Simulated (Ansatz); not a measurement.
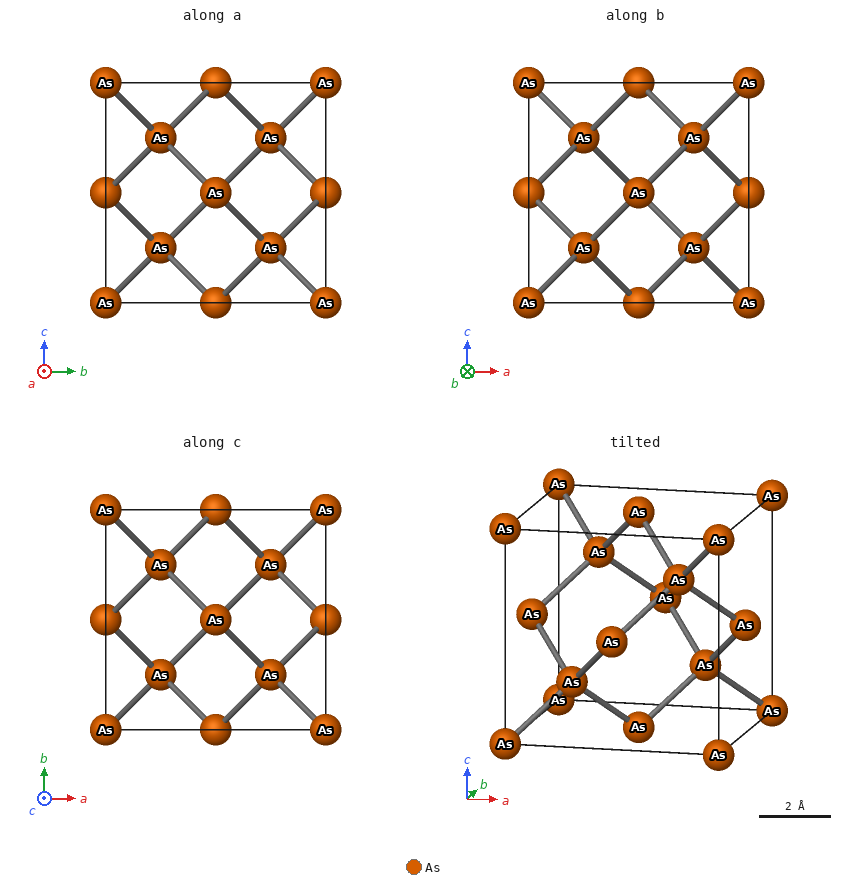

Ball-and-stick representation of a periodic structure, projected along the a axis, along the b axis, along the c axis and slightly off an axis. The wireframe shows the conventional unit cell.

Lattice parameters: a = 6.2650 Å, b = 6.2650 Å, c = 6.2650 Å, α = 90.000°, β = 90.000°, γ = 90.000°.

> Express the structure as a CIF with its space group and independent sites.

```cif
data_structure
_symmetry_space_group_name_H-M 'F d -3 m :1'
_symmetry_Int_Tables_number 227
_cell_length_a 6.2650
_cell_length_b 6.2650
_cell_length_c 6.2650
_cell_angle_alpha 90.000
_cell_angle_beta 90.000
_cell_angle_gamma 90.000
_cell_volume 245.90
loop_
_atom_site_label
_atom_site_type_symbol
_atom_site_symmetry_multiplicity
_atom_site_Wyckoff_symbol
_atom_site_fract_x
_atom_site_fract_y
_atom_site_fract_z
_atom_site_occupancy
As1 As 8 a 0.2500 0.7500 0.7500 1
```

It goes back to a structure type filled with this element by a generator (whether the element takes this form wasn't checked). Earlier steps of the study may have refined or changed the cell and positions. An electronic-structure calculation with Ansatz was run on it.
